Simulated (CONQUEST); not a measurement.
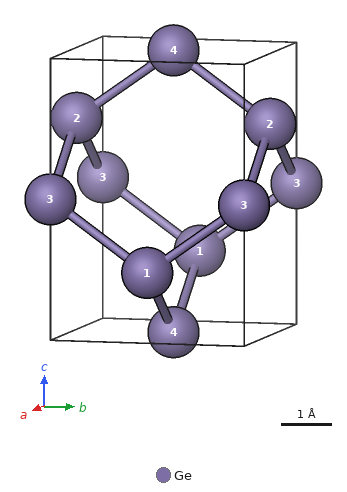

Figure 1. The input geometry (ball-and-stick view of the cell of the calculation, seen slightly off an axis; atoms are numbered from 1 in the order of the input).

**Run report: Ge, single-point calculation at one volume of an equation of state**

Ge (4 atoms in the cell), computed with Kohn-Sham DFT of a periodic cell, PBEsol, PseudoDojo NC PBEsol, no spin polarisation (CONQUEST 1.3).

The structure derives from an entry of the Crystallography Open Database. It belongs to a series of runs on one base structure; here: volume scaled by 1.06.

**The input**
```
IO.Title Ge
IO.Coordinates coords.dat
IO.FractionalAtomicCoords T
IO.Iprint 2
IO.Iprint_init 1
General.NumberOfSpecies 1
General.PseudopotentialType hamann
AtomMove.TypeOfRun static
AtomMove.FullStress T
Grid.PointsAlongX 40
Grid.PointsAlongY 40
Grid.PointsAlongZ 60
DM.SolutionMethod diagon
Diag.MPMesh T
Diag.GammaCentred T
Diag.MPMeshX 7
Diag.MPMeshY 7
Diag.MPMeshZ 5
Diag.kT 0.00183747
minE.SCTolerance 1e-6
SC.MaxIters 100
IO.AtomChargeOutput T
%block ChemicalSpeciesLabel
1 72.610 Ge
%endblock
```

Hardware: 1 thread of AMD EPYC (Zen 3), 16 GiB of memory available, shared host.

Launched with:
```bash
Conquest
```

**The program's output**
```
Simulation cell dimensions:     7.7085 a0 x     7.7085 a0 x    10.9014 a0

      Atomic coordinates (a0)
         Atom         X         Y         Z  Species
            1    0.0000    3.8542    2.7254        1
            2    3.8542    0.0000    8.1761        1
            3    0.0000    0.0000    5.4507        1
            4    3.8542    3.8542    0.0000        1

         Monkhorst-Pack mesh:   7 x   7 x   5 gamma-centred
        This calculation includes non-local pseudopotentials,
         with a maximum core radius of      7.09479220

    Job title: Ge
    Job to be run: static calculation

    Ground state search:
      Support functions represented with PAO basis
      1:1 PAO to SF mapping
      Non-spin-polarised electrons
      Solving for the K matrix using diagonalisation
      Using Fermi-Dirac smearing

    Integration grid size:     40 x   40 x   60

    Integration grid spacing:  0.193 a0 x 0.193 a0 x 0.182 a0

    Number of species:  1
    --------------------------------------------------------
    |   #  mass (au)  Charge (e)  SF Rad (a0)  NSF  Label  |
    --------------------------------------------------------
    |   1     72.610      14.000        7.323   18  Ge     |
    --------------------------------------------------------
          SCF tolerance:                 0.00000100
          SCF iterations:               100

    LibXC version:  6. 2. 2
    Using the GGA functional Perdew, Burke & Ernzerhof SOL
    Using the GGA functional Perdew, Burke & Ernzerhof SOL

           radial cut-off to be used is taken to be max PAO cut-off radius for this species:    7.094792

           greatest ang. mom. for making density from PAOs:  2
    Minimum blocs/proc is     1500. Maximum blocs/proc is     1500
    set_atom_dens: In set_atomic_density, electrons :      56.000000000000
 matrix_size & matrix_size_padH =           72          72

    Screened ion int: energy:    -280.613888734131 Ha

    new_SC_potl: Starting.  Tolerance:  0.10000E-05

    PulayMixSC: Starting Pulay mixing, A_up =  0.500 A_dn =  0.500
    PulayMixSC: Spin non-polarised calculation.
          Harris-Foulkes Energy            :      -356.761606718580083 Ha
          GroundState Energy (E-(1/2)TS)   :      -356.761652309624822 Ha
          Free Energy (E-TS)               :      -356.761697900669617 Ha
          DFT Total Energy                 :      -356.749605233057366 Ha
          Total number of electrons        :        55.999999999998693
    PulayMixSC: Pulay iteration     1 residual:              0.15470E-02
          Harris-Foulkes Energy            :      -356.753382784076450 Ha
          GroundState Energy (E-(1/2)TS)   :      -356.753435410939346 Ha
          Free Energy (E-TS)               :      -356.753488037802242 Ha
          DFT Total Energy                 :      -356.751501784776337 Ha
          Total number of electrons        :        56.000022870538167
    PulayMixSC: Pulay iteration     2 residual:              0.65439E-03
          Harris-Foulkes Energy            :      -356.751797016623982 Ha
          GroundState Energy (E-(1/2)TS)   :      -356.751855316273236 Ha
          Free Energy (E-TS)               :      -356.751913615922433 Ha
          DFT Total Energy                 :      -356.751784182895960 Ha
          Total number of electrons        :        56.000042043448914
    PulayMixSC: Pulay iteration     3 residual:              0.79149E-04
          Harris-Foulkes Energy            :      -356.751786645921129 Ha
          GroundState Energy (E-(1/2)TS)   :      -356.751845467966348 Ha
          Free Energy (E-TS)               :      -356.751904290011566 Ha
          DFT Total Energy                 :      -356.751786374125459 Ha
          Total number of electrons        :        56.000045461708844
    PulayMixSC: Pulay iteration     4 residual:              0.82193E-05
          Harris-Foulkes Energy            :      -356.751786393692669 Ha
          GroundState Energy (E-(1/2)TS)   :      -356.751845124789099 Ha
          Free Energy (E-TS)               :      -356.751903855885587 Ha
          DFT Total Energy                 :      -356.751786386647041 Ha
          Total number of electrons        :        56.000045215480000
    PulayMixSC: Pulay iteration     5 residual:              0.13263E-05
          Harris-Foulkes Energy            :      -356.751786938377109 Ha
          GroundState Energy (E-(1/2)TS)   :      -356.751845669905094 Ha
          Free Energy (E-TS)               :      -356.751904401433080 Ha
          DFT Total Energy                 :      -356.751786938350222 Ha
          Total number of electrons        :        56.000044510667060
    PulayMixSC: Pulay iteration     6 residual:              0.11030E-06
    PulayMixSC: Reached SCF tolerance of  0.11030E-06 after      6 iterations
      | Number of electrons      =        56.000045
      |* band energy as 2Tr[K.H] =       -48.733413633407743 Ha
      |  screened ion-ion energy =      -280.613888734131024 Ha
      |  Ha correction           =         1.035256371702416 Ha
      |  XC correction           =       -28.439741112497963 Ha
      | GS Energy as E-(1/2)TS   =      -356.751845669905094 Ha
      | Free Energy as E-TS      =      -356.751904401433080 Ha
      |* Harris-Foulkes energy   =      -356.751786938377109 Ha
      |* DFT total energy        =      -356.751786938350222 Ha
      |  estimated accuracy      =        -0.000000000026887 Ha

    force: Forces on atoms (Ha/a0)
    force:  Atom   X              Y              Z
    force:     1  -0.0000000000  -0.0000000000   0.0000000000
    force:     2   0.0000000000   0.0000000000  -0.0000000000
    force:     3  -0.0000000000   0.0000000000   0.0000000000
    force:     4  -0.0000000000   0.0000000000   0.0000000000

    force: Maximum force :        0.00000000(Ha/a0) on atom         2 in z direction
    force: Force Residual:        0.00000000 Ha/a0
    force: Total stress:          2.77063429     0.00000000     0.00000000 GPa
                             0.00000000     2.77063429     0.00000000
                             0.00000000     0.00000000     2.82279204
    force: Average pressure:     -2.78802021 GPa

    force: Finished force
    get_E_and_F: Change in energy during last step of electronic optimisation: -0.54468E-06

    BIBLIOGRAPHY: Please consider citing the following references in the conquest.bib file

    CONQUEST:         Bowler2002pt, Miyazaki2004, Nakata2020
    Basis:            Bowler2019
    DM:               Bowler:2006xr
    Pseudopotentials: Hamann2013, Bowler2019
    XC references from LibXC:
```

**File coords.dat**
```
    7.7084717332     0.0000000000     0.0000000000
    0.0000000000     7.7084717332     0.0000000000
    0.0000000000     0.0000000000    10.9014252695
4
  0.0000000000   0.5000000000   0.2500000000 1 T T T
  0.5000000000   0.0000000000   0.7500000000 1 T T T
  0.0000000000   0.0000000000   0.5000000000 1 T T T
  0.5000000000   0.5000000000   0.0000000000 1 T T T
```

**Summary**

- outcome: converged
- space group (tolerance 0.01 Å): Fd-3m (227)
- electrons treated: 56
- free energy: −9707.7139 eV
- Fermi energy: −4.425 eV
- gap on the k-point mesh: none (metallic)
- pressure: −2.79 GPa
- largest force (length of the vector): under 0.001 eV/Å
- wall time: 56 s
- peak memory: 0.7 GiB
